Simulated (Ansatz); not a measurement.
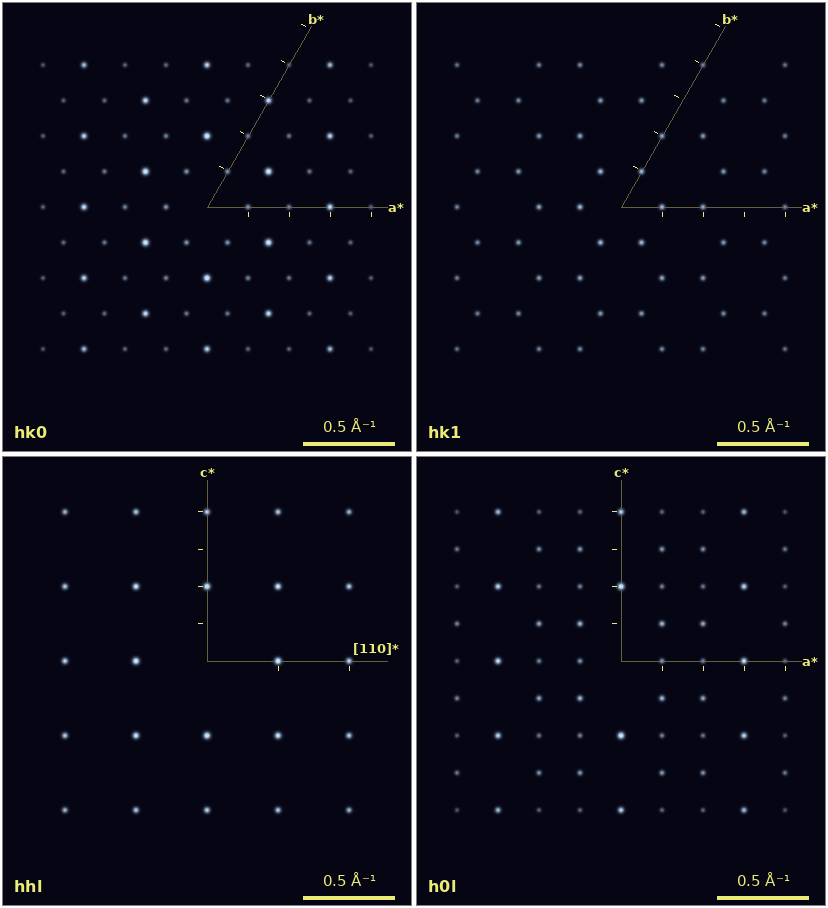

Four undistorted layers of reciprocal space, calculated for a single crystal (X-rays, kinematic |F|², B = 0.5 Å²). Tick marks count the reciprocal lattice steps of the conventional cell along each axis.

> What cell do the layers give?

a* = 0.227, b* = 0.227, c* = 0.206 Å⁻¹, γ* = 60°; the cell is hexagonal with a = 5.09 Å, c = 4.85 Å (hexagonal axes).

> Which reflection conditions do the layers show?

Reflections are present only under these conditions. hkl: no condition; hk0: no condition; h0l: no condition; hhl: l = 2n; 00l: l = 2n. The lattice is primitive (P). Further gaps, such as 3 0 1, 0 3 1, 3 0 3, come from atoms on special positions, not from the group's general conditions.

> Which space groups fit?

The intensities have Laue symmetry 6/mmm (the hk0 layer shows 6mm, hk1 shows 6mm). With these conditions the candidates are P6_3mc (No. 186), P-62c (No. 190), P6_3/mmc (No. 194). Diffraction geometry alone does not choose among them; the structure has P6_3/mmc. The compound is Sc. Structure: the geometry relaxed with Ansatz, DFT r2SCAN, scalar-relativistic, plane waves, PAW; the starting structure was generated, so it need not be a known form of this composition.
